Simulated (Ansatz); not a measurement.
Consider WS2.

The calculation's input:

```
crystal:
  lattice:
    - [0.0, 7.3617871071, -7.4744493696]
    - [6.375494652, -3.6808935536, -7.4744493696]
    - [-6.375494652, -3.6808935536, -7.4744493696]
  atoms:
    - { symbol: W, position: [0.9993225509, 0.2493225509, 0.7493225509] }
    - { symbol: W, position: [0.2493225509, 0.9993225509, 0.7493225509] }
    - { symbol: W, position: [0.4993225509, 0.7493225509, 0.7493225509] }
    - { symbol: W, position: [0.9993225509, 0.4993225509, 0.4993225509] }
    - { symbol: W, position: [0.7493225509, 0.4993225509, 0.7493225509] }
    - { symbol: W, position: [0.2493225509, 0.2493225509, 0.4993225509] }
    - { symbol: W, position: [0.4993225509, 0.9993225509, 0.4993225509] }
    - { symbol: W, position: [0.9993225509, 0.7493225509, 0.2493225509] }
    - { symbol: W, position: [0.7493225509, 0.7493225509, 0.4993225509] }
    - { symbol: W, position: [0.2493225509, 0.4993225509, 0.2493225509] }
    - { symbol: W, position: [0.4993225509, 0.2493225509, 0.2493225509] }
    - { symbol: W, position: [0.9993225509, 0.9993225509, 0.9993225509] }
    - { symbol: W, position: [0.7493225509, 0.9993225509, 0.2493225509] }
    - { symbol: W, position: [0.2493225509, 0.7493225509, 0.9993225509] }
    - { symbol: W, position: [0.4993225509, 0.4993225509, 0.9993225509] }
    - { symbol: W, position: [0.7493225509, 0.2493225509, 0.9993225509] }
    - { symbol: S, position: [0.5959257297, 0.8459257297, 0.3459257297] }
    - { symbol: S, position: [0.8459257297, 0.5959257297, 0.3459257297] }
    - { symbol: S, position: [0.0959257297, 0.3459257297, 0.3459257297] }
    - { symbol: S, position: [0.5959257297, 0.0959257297, 0.0959257297] }
    - { symbol: S, position: [0.3459257297, 0.0959257297, 0.3459257297] }
    - { symbol: S, position: [0.8459257297, 0.8459257297, 0.0959257297] }
    - { symbol: S, position: [0.0959257297, 0.5959257297, 0.0959257297] }
    - { symbol: S, position: [0.5959257297, 0.3459257297, 0.8459257297] }
    - { symbol: S, position: [0.3459257297, 0.3459257297, 0.0959257297] }
    - { symbol: S, position: [0.8459257297, 0.0959257297, 0.8459257297] }
    - { symbol: S, position: [0.0959257297, 0.8459257297, 0.8459257297] }
    - { symbol: S, position: [0.5959257297, 0.5959257297, 0.5959257297] }
    - { symbol: S, position: [0.3459257297, 0.5959257297, 0.8459257297] }
    - { symbol: S, position: [0.8459257297, 0.3459257297, 0.5959257297] }
    - { symbol: S, position: [0.0959257297, 0.0959257297, 0.5959257297] }
    - { symbol: S, position: [0.3459257297, 0.8459257297, 0.5959257297] }
    - { symbol: S, position: [0.7360517194, 0.9860517194, 0.4860517194] }
    - { symbol: S, position: [0.9860517194, 0.7360517194, 0.4860517194] }
    - { symbol: S, position: [0.2360517194, 0.4860517194, 0.4860517194] }
    - { symbol: S, position: [0.7360517194, 0.2360517194, 0.2360517194] }
    - { symbol: S, position: [0.4860517194, 0.2360517194, 0.4860517194] }
    - { symbol: S, position: [0.9860517194, 0.9860517194, 0.2360517194] }
    - { symbol: S, position: [0.2360517194, 0.7360517194, 0.2360517194] }
    - { symbol: S, position: [0.7360517194, 0.4860517194, 0.9860517194] }
    - { symbol: S, position: [0.4860517194, 0.4860517194, 0.2360517194] }
    - { symbol: S, position: [0.9860517194, 0.2360517194, 0.9860517194] }
    - { symbol: S, position: [0.2360517194, 0.9860517194, 0.9860517194] }
    - { symbol: S, position: [0.7360517194, 0.7360517194, 0.7360517194] }
    - { symbol: S, position: [0.4860517194, 0.7360517194, 0.9860517194] }
    - { symbol: S, position: [0.9860517194, 0.4860517194, 0.7360517194] }
    - { symbol: S, position: [0.2360517194, 0.2360517194, 0.7360517194] }
    - { symbol: S, position: [0.4860517194, 0.9860517194, 0.7360517194] }
basis:
  ecutwfc: 420
  xc_grid: 2
kpoints:
  mp_grid: { grid: [2, 2, 2], shift: [0.5, 0.5, 0.5] }
hamiltonian:
  xc: pbe
scf:
  occupations: { method: gaussian, width: 0.01 }
output:
  forces: true
  stress: true
  eigenvalues: true
  write_density: true
  write_potential: true
  elf: true
  volumetric_format: npy
```

Command:

```sh
ansatz run input.yaml --threads 4 --pin off --max-ram 10240MiB --backend cpu --events-out ev --progress --plain --runs-dir out
```

Space group R3m; a structure from a database of computed crystals, not necessarily the ambient phase.

All numbers below come from DFT PBE, scalar-relativistic, plane waves, PAW (Ansatz).

What will maps of the valence pseudo-density and electron localisation function show?

Answer. W–S (2.42 Å): ρ at the midpoint is about 0.62 e/Å³; the ELF peaks at about 0.85 in the valence shell of S, 0.8 Å from its nucleus, and is about 0.50 at the midpoint.

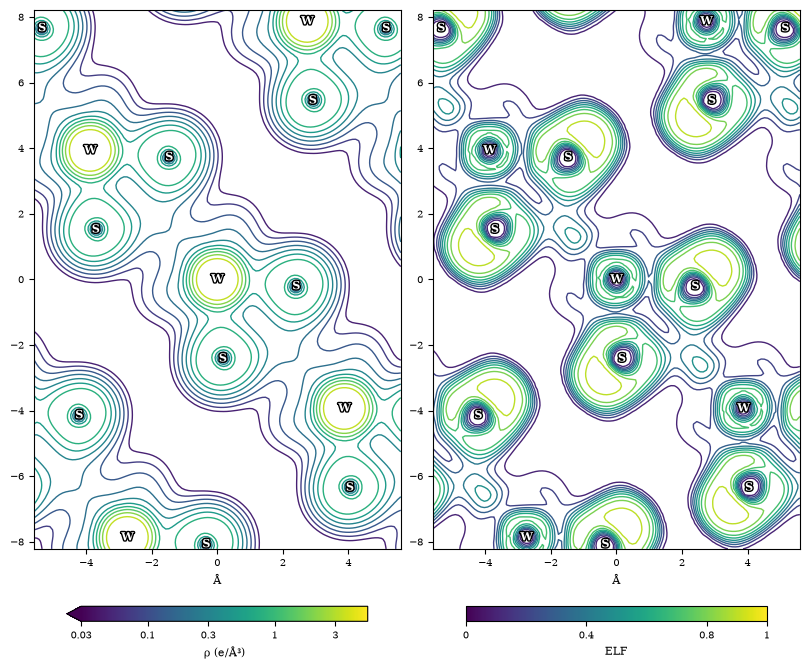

Computed valence pseudo-density and electron localisation function on the (11̄0) plane of the calculation cell, in this order. 

The density is the valence pseudo-density of a PAW calculation; it isn't the true density close to the nuclei.
